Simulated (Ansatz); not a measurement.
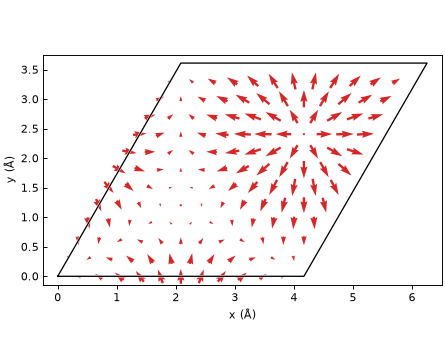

Al2Pt (Fm-3m, No. 225; 9 atoms in the cell). 
- Gamma surface: rigid slide across a plane, one fault a cell; the plane is (1 1 1) of the conventional cell, and the faces at the cut hold Al and Al.
- Places are given modulo a cell vector. The map is drawn in real space over the plane of the slide.
- Nothing is relaxed (rigid halves, spacing across the cut fixed).
- Grid: 12 × 12 points; 31 points were computed and 113 follow by symmetry.
- Theory: DFT PBEsol, scalar-relativistic, plane waves, PAW (Ansatz 0.2.0). Settings: cutoff 420 eV, k-mesh 11×11×4 in the order of the run's cell vectors, gaussian smearing 0.15 eV, no spin polarisation.

The picture shows arrows along the force (downhill), their lengths compressed, the outline of one cell of the plane.

The arrows alone are given. Where is the energy lowest?

Answer. The arrows converge at (0/12, 0/12) of the cell vectors (read from the interpolated surface).

The energy map of the same scan:

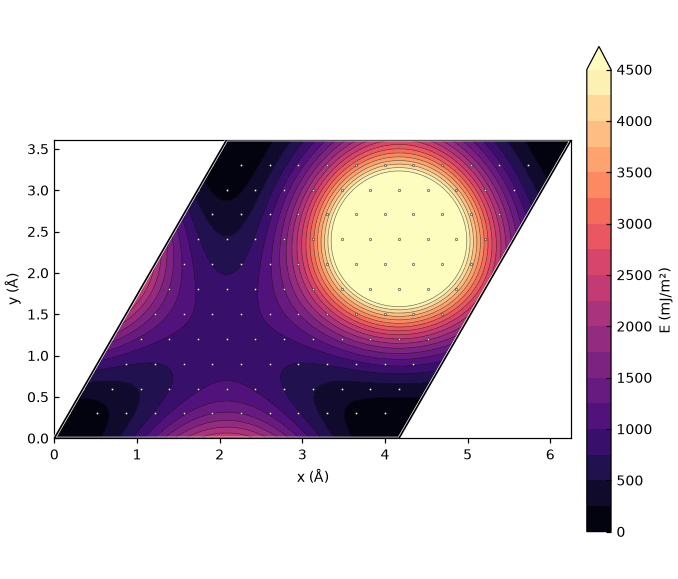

Energies are in mJ/m², from the lowest grid point; between grid points the surface is interpolated.
